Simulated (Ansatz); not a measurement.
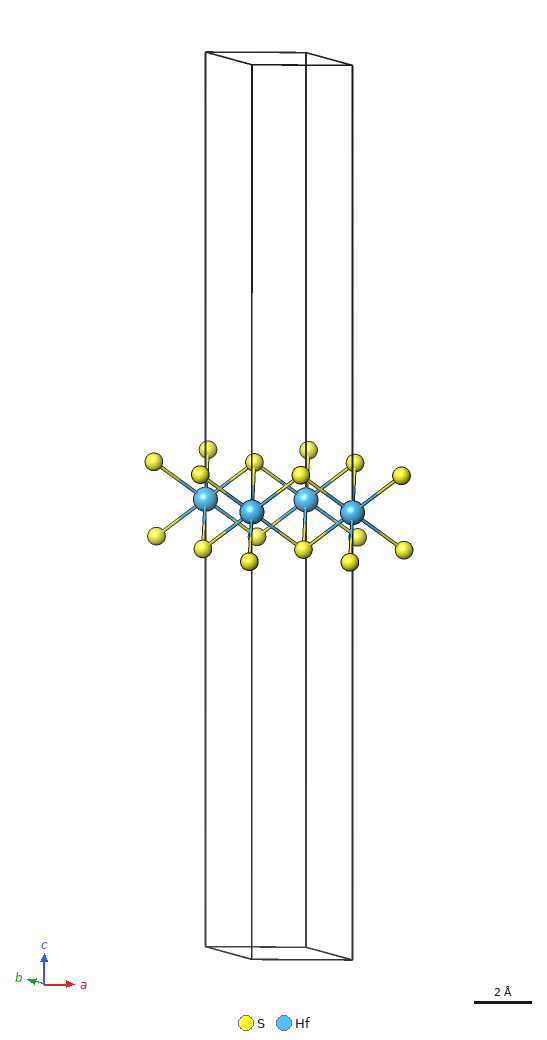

A ball-and-stick rendering, viewed from the side at a slight tilt. The parallelepiped is the simulation cell. Some atoms of the next cells are drawn as well.

HfS$_{2}$, a = 3.55 Å, b = 3.60 Å, c = 31.83 Å, α = 90.00°, β = 90.00°, γ = 119.50°.

Run with DFT PBE+D3(BJ), scalar-relativistic, plane waves, PAW in Ansatz 0.2.0 and these settings: plane waves up to 420 eV, k-point mesh 12×12×1, Gaussian smearing of 0.02 eV, no spin polarisation.

What does the calculation say: metal or gapped?

A semiconductor at this level, with a gap of 1.00 eV, indirect; the smallest direct gap is 1.88 eV.

The model was built from a structure listed in the Materials Project, from which a slab or single sheet was cut. The cell was then strained or its atoms displaced on purpose. The atoms were relaxed in a fixed cell with DFT PBE+D3(BJ), scalar-relativistic, plane waves, PAW in Ansatz.
